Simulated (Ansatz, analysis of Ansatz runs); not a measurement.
# S on a Se site in ZnSe: local vibrational mode against experiment

Aim: the local vibrational mode of the S on a Se site in ZnSe, to be set beside the measurement. Set-up: HSE06, 32-site cell, PBE lattice, 420 eV, k: the zone centre alone. The model is a cell of 32 host atoms with 1 Se taken out and 1 S put in. The frequencies come from force constants among the defect atom and its neighbours, with the masses of the isotopes named. Exact exchange opens the gap, stiffens bonds and lessens the self-interaction error, at many times the cost.

Measured beforehand: Threefold local mode of S: 297 cm⁻¹, by Infrared reflectivity with Kramers-Kronig analysis (ZnSe with ~1% S) (“Optical Studies of Lattice Vibration in II-VI Semiconducting Compounds”, 1968, M. Balkanski).

Program: Ansatz 0.2.0. Level of theory: plane-wave PAW DFT, HSE06; relaxation of all atoms of a defect supercell. Results are calculated unless marked as measured.

In doubt: a hybrid run on one k-point (step 2), which bears on gaps, levels and energies.

**1. The starting structure**

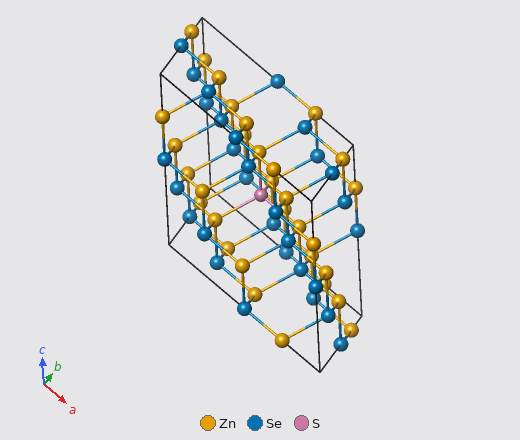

The cell as given, slightly off an axis (zinc orange, selenium blue, sulfur pink). Some periodic images of atoms are drawn too.

The cell holds 32 atoms: 16 Zn, 15 Se and 1 S. Its edges and angles: a = 9.928 Å, b = 9.928 Å, c = 9.928 Å, α = 109.5°, β = 109.5°, γ = 109.5°. It derives from ZnSe (space group F-43m). Nearest the centre at fractional (0.500, 0.750, 0.500): S28 at 0.00 Å, Zn7 at 2.48 Å, Zn16 at 2.48 Å, Zn12 at 2.48 Å, Zn9 at 2.48 Å, Se22 at 4.05 Å, Se19 at 4.05 Å, Se23 at 4.05 Å.

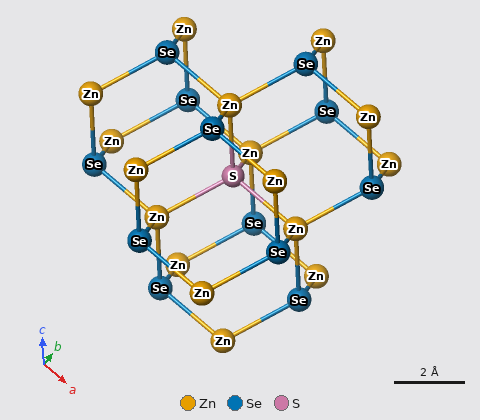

The atoms within 5 Å of the centre.

The host's primitive cell comes from a first run (plane-wave PAW DFT, PBE; relaxation of the host's cell and atoms): vectors of 4.053, 4.053 and 4.053 Å. That is 23.54 Å³ an atom, 3.4 % over the diffraction cell's volume. The supercell is built on it.

**2. Relaxation, charge 0**

Every later number rests on the structure around the defect, so the atoms are relaxed at the host's lattice first.

The input, relax/input.yaml:

```yaml
relax:
  f_tol: 0.01
  max_steps: 80
  escape_saddle: false
crystal:
  lattice:
    - [-5.73182924, 5.73182924, -5.73182924]
    - [5.73182924, 5.73182924, 5.73182924]
    - [5.73182924, -5.73182924, -5.73182924]
  atoms:
    - { symbol: Zn, position: [0.0, 0.0, 0.0] }
    - { symbol: Zn, position: [0.0, 0.25, 0.75] }
    - { symbol: Zn, position: [0.0, 0.5, 0.5] }
    - { symbol: Zn, position: [0.0, 0.75, 0.25] }
    - { symbol: Zn, position: [0.25, 0.0, 0.75] }
    - { symbol: Zn, position: [0.25, 0.25, 0.5] }
    - { symbol: Zn, position: [0.25, 0.5, 0.25] }
    - { symbol: Zn, position: [0.25, 0.75, 0.0] }
    - { symbol: Zn, position: [0.5, 0.0, 0.5] }
    - { symbol: Zn, position: [0.5, 0.25, 0.25] }
    - { symbol: Zn, position: [0.5, 0.5, 0.0] }
    - { symbol: Zn, position: [0.5, 0.75, 0.75] }
    - { symbol: Zn, position: [0.75, 0.0, 0.25] }
    - { symbol: Zn, position: [0.75, 0.25, 0.0] }
    - { symbol: Zn, position: [0.75, 0.5, 0.75] }
    - { symbol: Zn, position: [0.75, 0.75, 0.5] }
    - { symbol: Se, position: [0.0, 0.0, 0.75] }
    - { symbol: Se, position: [0.0, 0.25, 0.5] }
    - { symbol: Se, position: [0.0, 0.5, 0.25] }
    - { symbol: Se, position: [0.0, 0.75, 0.0] }
    - { symbol: Se, position: [0.25, 0.0, 0.5] }
    - { symbol: Se, position: [0.25, 0.25, 0.25] }
    - { symbol: Se, position: [0.25, 0.5, 0.0] }
    - { symbol: Se, position: [0.25, 0.75, 0.75] }
    - { symbol: Se, position: [0.5, 0.0, 0.25] }
    - { symbol: Se, position: [0.5, 0.25, 0.0] }
    - { symbol: Se, position: [0.5, 0.5, 0.75] }
    - { symbol: S, position: [0.5, 0.75, 0.5] }
    - { symbol: Se, position: [0.75, 0.0, 0.0] }
    - { symbol: Se, position: [0.75, 0.25, 0.75] }
    - { symbol: Se, position: [0.75, 0.5, 0.5] }
    - { symbol: Se, position: [0.75, 0.75, 0.25] }
basis:
  ecutwfc: 420
  xc_grid: 2
hamiltonian:
  xc: hse06
kpoints:
  mp_grid: { grid: [1, 1, 1] }
scf:
  occupations: { method: fermi_dirac, width: 0.01 }
  max_iter: 120
output:
  forces: true
checkpoint:
  write: "../relax.run"
  compress: false
  write_wavefunctions: true
  write_every: 100000
```

Launch:

```console
ansatz run input.yaml --threads 4 --pin off --max-ram 7536MiB --backend cpu --events-out ev --progress --plain --runs-dir out
```

Numbers of over 12 decimals in the logs are rounded to 6 here.

The program printed:

```text
[... repeated set-up lines and file paths are left out, and long positions are rounded to six places ...]
exact exchange: scf.exx.singularity resolves to wigner_seitz, which cuts the screened interaction at the faces of the exchange supercell's Wigner-Seitz cell, so that each pair interacts once, at the shortest of its separations (the periodic images that this [...]
Engine: ansatz 0.2.0, aarch64-unknown-linux-gnu
Pseudopotentials: kind: paw
Pseudopotential: Zn, paw, valence charge 12, recommended cutoff 420 eV (normal), Zn.paw.azcp
Pseudopotential: Se, paw, valence charge 16, recommended cutoff 420 eV (normal), Se.paw.azcp
Pseudopotential: S, paw, valence charge 6, recommended cutoff 420 eV (normal), S.paw.azcp
Functional definition: HSE06
  parameter a = 0.25
  parameter omega = 0.11/bohr
  exchange = pbe_x - a*pbe_x_sr(omega) + a*exact_x_sr(omega)
  correlation = pbe_c
Crystal: 32 atoms, lattice volume = 753.251 Å³
Basis set: ecut = 420 eV, 14771 PW (Γ), exchange–correlation on 144×144×144 points (8 copies of the dense FFT grid, shifted against one another)
Bands: 263, of which v1, the nominal top of the filled ones, is band 219 counted from 1 (218 counted from 0)
Symmetry: 24 space group operations
Space group: I-43m (ITA 217), of the structure as read, at distance tolerance 9.1e-5 Å
k-points: 1
Non-local potential: Zn, projectors of the file, l = 0: 2, l = 1: 2, l = 2: 3, l = 3: 1
Non-local potential: Se, projectors of the file, l = 0: 2, l = 1: 2, l = 2: 3, l = 3: 1
Non-local potential: S, projectors of the file, l = 0: 2, l = 1: 2, l = 2: 2
PAW form: soft (Blöchl's): semilocal exchange-correlation on the pseudo side does not see the compensation charge
PAW frozen core: Zn, regenerated for the run's functional, and the local potential with it (the file was generated under x = pbe(κ = 0.804, μ = 0.219515), c = pbe(β = 0.066725))
PAW frozen core: Se, regenerated for the run's functional, and the local potential with it (the file was generated under x = pbe(κ = 0.804, μ = 0.219515), c = pbe(β = 0.066725))
PAW frozen core: S, regenerated for the run's functional, and the local potential with it (the file was generated under x = pbe(κ = 0.804, μ = 0.219515), c = pbe(β = 0.066725))
PAW one-centre angular grid: Zn, 590 points (default); XC on 64 Gauss nodes
PAW one-centre angular grid: Se, 590 points (default); XC on 64 Gauss nodes
PAW one-centre angular grid: S, 110 points (default); XC on 64 Gauss nodes
Initial density: superposition of atomic densities (neutral atoms: chi_scale 0, normalization atom), corrected by the library's trained network
Initial wavefunctions: pseudopotential atomic-orbital guess
Functional: x = pbe(κ = 0.804, μ = 0.219515), c = pbe(β = 0.066725), warm-up for x = pbe(κ = 0.804, μ = 0.219515) + 0.25 (exact − pbe) at short range (hse, ω = 0.207870 Å⁻¹), c = pbe(β = 0.066725); [...]
SCF iter   1: F=—  HF=-136063.705180 eV  |F-HF|=—  |Δ(HF+E_count)|=         —  Δρ=2.33e-3  dr2=2.96e-2  ethr=1.77e-3  ⟨swp⟩=15.0  Hψ=1206  notcnv=0
preconditioner: auto → none  [insulator: Δε(μ)=1.166 eV  Ē_g=10.847 eV  σ=0.010 eV  W_gap=1.00  n_scr=200 (ndim 8)  ℏωp=23.0 eV  f_vac=0.127  D(μ)=0.00/eV (n_scr^D=0)]
SCF iter   2: F=—  HF=-136063.701094 eV  |F-HF|=—  |Δ(HF+E_count)|=   4.09e-3  Δρ=9.00e-4  dr2=4.96e-3  ethr=6.75e-6  ⟨swp⟩=8.0  Hψ=917  notcnv=0
SCF iter   3: F=—  HF=-136063.699745 eV  |F-HF|=—  |Δ(HF+E_count)|=   1.35e-3  Δρ=4.38e-4  dr2=9.47e-4  ethr=1.13e-6  ⟨swp⟩=6.0  Hψ=809  notcnv=0
SCF iter   4: F=—  HF=-136063.699726 eV  |F-HF|=—  |Δ(HF+E_count)|=   1.86e-5  Δρ=1.81e-4  dr2=1.86e-4  ethr=2.16e-7  ⟨swp⟩=3.0  Hψ=555  notcnv=0
iter 5 solved again at ethr=4.17e-9 eV; its pass at ethr=4.24e-8 eV (dr2=1.83e-5 eV) is discarded
SCF iter   5: F=—  HF=-136063.699809 eV  |F-HF|=—  |Δ(HF+E_count)|=   8.28e-5  Δρ=3.74e-5  dr2=1.74e-5  ethr=4.17e-9  ⟨swp⟩=4.0  Hψ=1111  notcnv=0
SCF iter   6: F=—  HF=-136063.699812 eV  |F-HF|=—  |Δ(HF+E_count)|=   2.71e-6  Δρ=9.20e-6  dr2=2.10e-6  ethr=3.97e-9  ⟨swp⟩=3.0  Hψ=540  notcnv=0
SCF iter   7: F=—  HF=-136063.699812 eV  |F-HF|=—  |Δ(HF+E_count)|=   1.02e-8  Δρ=5.30e-6  dr2=1.83e-7  ethr=4.79e-10  ⟨swp⟩=4.0  Hψ=647  notcnv=0
SCF iter   8: F=-136063.699812 eV  HF=-136063.699812 eV  |F-HF|=2.21e-8  |Δ(HF+E_count)|=   4.76e-8  Δρ=2.44e-6  dr2=3.05e-8  ethr=4.17e-11  ⟨swp⟩=4.0  Hψ=576  notcnv=0
SCF 1 converged in 8 iterations: F = -136063.699812 eV  dr2 = 3.05e-8
  greatest PAW one-centre occupation: 1.000 electrons in one spin orbital (limit 2), on the Se atom at site 17 (counted from 0), in its partial waves of l = 2
Initial density: handed on by an earlier stage of this run
Initial wavefunctions: those handed on with the density
Functional: x = pbe(κ = 0.804, μ = 0.219515) + 0.25 (exact − pbe) at short range (hse, ω = 0.207870 Å⁻¹), c = pbe(β = 0.066725); HSE06 as pw.x's `hse` composes it (authors' and Libxc's form: `xc: wpbeh`)
Exchange kernel: α = 0.2500, screened, ω = 0.2079 Å⁻¹, Wigner–Seitz truncation, v(0) = 869.9606 eV·Å³, q-mesh 1×1×1, nearest image of the exchange supercell L = 9.93 Å, pair-density grid 40×40×40, without the augmentation charges, whose exchange is taken in [...]
Frozen-core exchange: fock
iter 1 solved again at ethr=2.48e-4 eV; its pass at ethr=1.00e-1 eV (dr2=1.08e0 eV) is discarded
SCF iter   1: F=—  HF=-136089.719490 eV  |F-HF|=—  |Δ(HF+E_count)|=         —  Δρ=1.96e-2  dr2=1.48e0  ethr=2.48e-4  ⟨swp⟩=4.0  Hψ=1314  notcnv=0
SCF iter   2: F=—  HF=-136089.241291 eV  |F-HF|=—  |Δ(HF+E_count)|=   4.78e-1  Δρ=2.71e-3  dr2=8.24e-2  ethr=2.48e-4  ⟨swp⟩=4.0  Hψ=779  notcnv=0
SCF iter   3: F=—  HF=-136089.323968 eV  |F-HF|=—  |Δ(HF+E_count)|=   8.27e-2  Δρ=4.26e-3  dr2=6.23e-2  ethr=1.47e-5  ⟨swp⟩=5.0  Hψ=816  notcnv=0
SCF iter   4: F=—  HF=-136089.317786 eV  |F-HF|=—  |Δ(HF+E_count)|=   6.18e-3  Δρ=1.95e-3  dr2=1.78e-2  ethr=1.28e-5  ⟨swp⟩=2.0  Hψ=525  notcnv=0
SCF iter   5: F=—  HF=-136089.318216 eV  |F-HF|=—  |Δ(HF+E_count)|=   4.29e-4  Δρ=5.30e-4  dr2=2.22e-3  ethr=2.68e-6  ⟨swp⟩=4.0  Hψ=670  notcnv=0
SCF iter   6: F=—  HF=-136089.332576 eV  |F-HF|=—  |Δ(HF+E_count)|=   1.44e-2  Δρ=5.29e-4  dr2=1.02e-3  ethr=3.19e-7  ⟨swp⟩=6.0  Hψ=807  notcnv=0
SCF iter   7: F=-136089.331770 eV  HF=-136089.331786 eV  |F-HF|=1.53e-5  |Δ(HF+E_count)|=   7.90e-4  Δρ=5.58e-5  dr2=2.55e-5  ethr=2.29e-7  ⟨swp⟩=4.0  Hψ=648  notcnv=0
SCF 2 stopped early in 7 iterations: F = -136089.331770 eV  dr2 = 2.55e-5
  Residual-converged pass: ⟨swp⟩=5.0  Hψ=889  notcnv=0  max |occ|·‖R‖ = 3.8e-6 eV (tolerance 6.7e-6 eV)  dr2=2.55e-5  dr2_onsite=1.14e-5  max |Δocc| = 0.0e0
hybrid outer 1: dexx = +1.952e-1 eV, tail = 7.89e-4 eV
[...]
Residual-converged pass: ⟨swp⟩=4.0  Hψ=803  notcnv=0  max |occ|·‖R‖ = 4.8e-6 eV (tolerance 6.7e-6 eV)  dr2=8.91e-6  dr2_onsite=5.47e-7  max |Δocc| = 0.0e0
hybrid outer 1: dexx = +8.221e-3 eV, tail = 1.53e-4 eV
SCF iter   1: F=—  HF=-136089.423338 eV  |F-HF|=—  |Δ(HF+E_count)|=         —  Δρ=1.88e-5  dr2=4.54e-6  ethr=1.75e-7  ⟨swp⟩=15.0  Hψ=621  notcnv=0
SCF iter   2: F=—  HF=-136089.423338 eV  |F-HF|=—  |Δ(HF+E_count)|=   8.59e-7  Δρ=9.38e-6  dr2=8.67e-7  ethr=8.35e-10  ⟨swp⟩=4.0  Hψ=651  notcnv=0
SCF iter   3: F=—  HF=-136089.423340 eV  |F-HF|=—  |Δ(HF+E_count)|=   2.76e-6  Δρ=6.97e-6  dr2=3.16e-7  ethr=1.07e-10  ⟨swp⟩=5.0  Hψ=816  notcnv=0
SCF iter   4: F=—  HF=-136089.423340 eV  |F-HF|=—  |Δ(HF+E_count)|=   1.59e-7  Δρ=1.41e-6  dr2=1.73e-8  ethr=6.58e-11  ⟨swp⟩=4.0  Hψ=689  notcnv=0
SCF iter   5: F=—  HF=-136089.423340 eV  |F-HF|=—  |Δ(HF+E_count)|=   3.55e-8  Δρ=5.68e-7  dr2=2.46e-9  ethr=2.80e-12  ⟨swp⟩=6.0  Hψ=704  notcnv=0
SCF iter   6: F=-136089.423340 eV  HF=-136089.423340 eV  |F-HF|=0.00e0  |Δ(HF+E_count)|=   1.16e-9  Δρ=1.79e-7  dr2=3.42e-10  ethr=4.78e-12 (applied; sched 1.00e-12)  ⟨swp⟩=2.0  Hψ=482  notcnv=0
SCF 11 converged in 6 iterations: F = -136089.423340 eV  dr2 = 3.42e-10
  Residual-converged pass: ⟨swp⟩=3.0  Hψ=673  notcnv=0  max |occ|·‖R‖ = 4.5e-7 eV (tolerance 5.8e-7 eV)  dr2=3.48e-10  dr2_onsite=1.14e-10  max |Δocc| = 0.0e0
hybrid outer 2: dexx = +2.981e-6 eV, tail = 2.13e-7 eV, Δε = 1.30e-3 eV (about 6.85e-5 eV left of the loop's levels), ΔF = 2.96e-2 eV/Å (tail 1.36e-2)
SCF iter   1: F=—  HF=-136089.423340 eV  |F-HF|=—  |Δ(HF+E_count)|=         —  Δρ=9.23e-7  dr2=8.56e-9  ethr=2.44e-10  ⟨swp⟩=20.0  Hψ=772  notcnv=2
SCF iter   2: F=-136089.423340 eV  HF=-136089.423340 eV  |F-HF|=1.02e-9  |Δ(HF+E_count)|=   1.48e-9  Δρ=3.45e-7  dr2=1.10e-9  ethr=2.65e-12 (applied; sched 1.40e-12)  ⟨swp⟩=4.0  Hψ=562  notcnv=0
SCF 12 converged in 2 iterations: F = -136089.423340 eV  dr2 = 1.10e-9
  Residual-converged pass: ⟨swp⟩=3.0  Hψ=637  notcnv=0  max |occ|·‖R‖ = 5.3e-7 eV (tolerance 8.0e-7 eV)  dr2=1.15e-9  dr2_onsite=4.51e-10  max |Δocc| = 0.0e0
hybrid outer 3: dexx = +1.204e-9 eV, tail = 3.13e-9 eV, Δε = 1.23e-5 eV (about 3.67e-6 eV left of the loop's levels), ΔF = 1.42e-3 eV/Å (tail 9.02e-4)
relax step   4: F+E_penalty+E_count = -136089.42334006 eV  Δ(F+E_penalty+E_count) = -2.364e-4 eV  max|allowed force component| = 2.170e-3 eV/Å  Δτ_max = 0.0030 Å  (13 SCF iters, accepted)
hybrid SCF converged: 3 outer / 13 inner (+0 warm-up), last move |dexx| = 1.20e-9 eV, tail = 3.13e-9 eV
Stability not checked: this state was not tested for a lower state beside it, because the functional holds exact exchange (a hybrid, or Hartree-Fock), whose exchange loop this test does not read (fock_operator; see scf.lower_state_search)
Free energy (F): -136089.423340 eV
Harris-Foulkes:  -136089.423340 eV  (|F-HF|=1.02e-9)
Internal energy: -136089.423340 eV  (E = F + TS)
E sigma→0 (E₀):  -136089.423340 eV
Fermi energy:    6.715083 eV
--- Per-component energies (eV) ---
  E_band       = -7031.743241
  E_kinetic    = 3963.083082
  E_local      = -69437.194930  (includes V_loc(G=0)·N_el)
  E_nonlocal   = 990.284908
  E_hartree    = 32125.991218
  E_xc         = -3064.485540
  E_vxc        = -1903.321153  (∫ρ·V_xc dr)
  E_exx        = -1704.949090  (= α·E_x^exact, valence–valence)
  E_paw        = -57662.698776  (= ΣΔE_a)
  E_vpaw       = -1486.664185  (= ΣTr[D̂ρ^β])
  E_aug_tail   = -0.014479  (compensation charges beyond the density's cutoff)
  E_ewald      = -41293.532368
  E_core_change = -5.907377  (= ΣΔE_core)
  E_smearing   = -0.000000  (= −TS)
  E_closure    = 0.000010  (closes the sum)
  Σ components = -136089.423340   (vs F -136089.423340, Δ=2.91e-11)
--- Forces (eV/Å), atoms counted from 1 ---
  atom   1  Zn    -0.00063918    -0.00063918     0.00041625
  atom   2  Zn    -0.00063918    -0.00041625     0.00063918
  atom   3  Zn    -0.00063918     0.00041625    -0.00063918
  atom   4  Zn    -0.00063918     0.00063918    -0.00041625
  atom   5  Zn    -0.00041625     0.00063918    -0.00063918
  atom   6  Zn     0.00063918     0.00041625     0.00063918
  atom   7  Zn    -0.00063330    -0.00063330     0.00063330
  atom   8  Zn     0.00063918    -0.00063918    -0.00041625
  atom   9  Zn     0.00063330     0.00063330     0.00063330
  atom  10  Zn     0.00041625     0.00063918     0.00063918
  atom  11  Zn     0.00041625    -0.00063918    -0.00063918
  atom  12  Zn     0.00063330    -0.00063330    -0.00063330
  atom  13  Zn     0.00063918    -0.00041625    -0.00063918
  atom  14  Zn    -0.00041625    -0.00063918     0.00063918
  atom  15  Zn     0.00063918     0.00063918     0.00041625
  atom  16  Zn    -0.00063330     0.00063330    -0.00063330
  atom  17  Se    -0.00217046     0.00137268    -0.00137268
  atom  18  Se    -0.00000000     0.00000000     0.00000000
  atom  19  Se    -0.00217046    -0.00137268     0.00137268
  atom  20  Se    -0.00000000     0.00000000     0.00000000
  atom  21  Se     0.00137268     0.00217046     0.00137268
  atom  22  Se    -0.00137268    -0.00137268     0.00217046
  atom  23  Se    -0.00137268    -0.00217046     0.00137268
  atom  24  Se     0.00137268    -0.00137268    -0.00217046
  atom  25  Se     0.00217046     0.00137268     0.00137268
  atom  26  Se    -0.00000000     0.00000000    -0.00000000
  atom  27  Se     0.00217046    -0.00137268    -0.00137268
  atom  28  S      0.00000000    -0.00000000     0.00000000
  atom  29  Se     0.00137268    -0.00217046    -0.00137268
  atom  30  Se     0.00137268     0.00137268     0.00217046
  atom  31  Se    -0.00137268     0.00217046    -0.00137268
  atom  32  Se    -0.00137268     0.00137268    -0.00217046
  max |Σ_I F_I| component: 1.73e-18 eV/Å
--- Band table (eV) ---
  k-point 0: bands = ["-44.6663", "-44.6663", "-44.6663", "-44.6662", [... 231 left out ...] "10.8455", "10.8455", "10.8455", "12.5358"]
  guard bands above this table: 24 of the run's 263 bands. The solve was not asked for them (output.publish_guard_bands: true or output.eigenvalues: true publishes all)
--- Relaxed structure (4 steps of the walk, 4 accepted, 0 SCFs on fresh bases) ---
  F+E_penalty+E_count = -136089.42334006 eV   max|allowed force component| = 2.170e-3 eV/Å
  atoms:
    - { symbol: Zn, position: [0.000548, 0.001234, 0.000548] }
    - { symbol: Zn, position: [0.000548, 0.250548, 0.751234] }
    - { symbol: Zn, position: [-0.000548, 0.500686, 0.500000] }
    - { symbol: Zn, position: [-0.000548, 0.750000, 0.250686] }
    - { symbol: Zn, position: [0.248766, -0.000686, 0.749314] }
    - { symbol: Zn, position: [0.250686, 0.249452, 0.5] }
    - { symbol: Zn, position: [0.258734, 0.508734, 0.258734] }
    - { symbol: Zn, position: [0.250686, 0.750000, -0.000548] }
    - { symbol: Zn, position: [0.5, -0.008734, 0.5] }
    - { symbol: Zn, position: [0.5, 0.249452, 0.250686] }
    - { symbol: Zn, position: [0.500000, 0.500686, -0.000548] }
    - { symbol: Zn, position: [0.5, 0.75, 0.741266] }
    - { symbol: Zn, position: [0.749314, -0.000686, 0.248766] }
    - { symbol: Zn, position: [0.751234, 0.250548, 0.000548] }
    - { symbol: Zn, position: [0.749314, 0.498766, 0.749314] }
    - { symbol: Zn, position: [0.741266, 0.75, 0.5] }
    - { symbol: Se, position: [-0.002595, -0.001409, 0.748591] }
    - { symbol: Se, position: [0.0, 0.25, 0.5] }
    - { symbol: Se, position: [0.002595, 0.501185, 0.251185] }
    - { symbol: Se, position: [0.0, 0.75, 0.0] }
    - { symbol: Se, position: [0.251409, -0.001185, 0.500000] }
    - { symbol: Se, position: [0.251185, 0.252595, 0.251185] }
    - { symbol: Se, position: [0.251185, 0.501185, 0.002595] }
    - { symbol: Se, position: [0.251409, 0.75, 0.748815] }
    - { symbol: Se, position: [0.500000, -0.001185, 0.251409] }
    - { symbol: Se, position: [0.5, 0.25, 0.0] }
    - { symbol: Se, position: [0.5, 0.501409, 0.748815] }
    - { symbol: S, position: [0.5, 0.75, 0.5] }
    - { symbol: Se, position: [0.748591, -0.001409, -0.002595] }
    - { symbol: Se, position: [0.748591, 0.247405, 0.748591] }
    - { symbol: Se, position: [0.748815, 0.501409, 0.5] }
    - { symbol: Se, position: [0.748815, 0.75, 0.251409] }
```

It took 4.5 min on 4 threads of Arm Neoverse V2, shared host; peak memory 1.8 GiB.

[end of part 1 of 2]

[Logs are printed without paths, hosts, clocks, repeated set-up lines and the standing remarks that a program may print on its own settings, such as how far it seeks lower states.]

[Hosts, paths, dates, database ids (printed as entryN), source tags and the programs' standing remarks are cut or masked in the printed files.]

[For some hosts the program warned that the k-mesh of the response run may be too coarse for force constants and the static dielectric constant; such warnings are not shown here.]
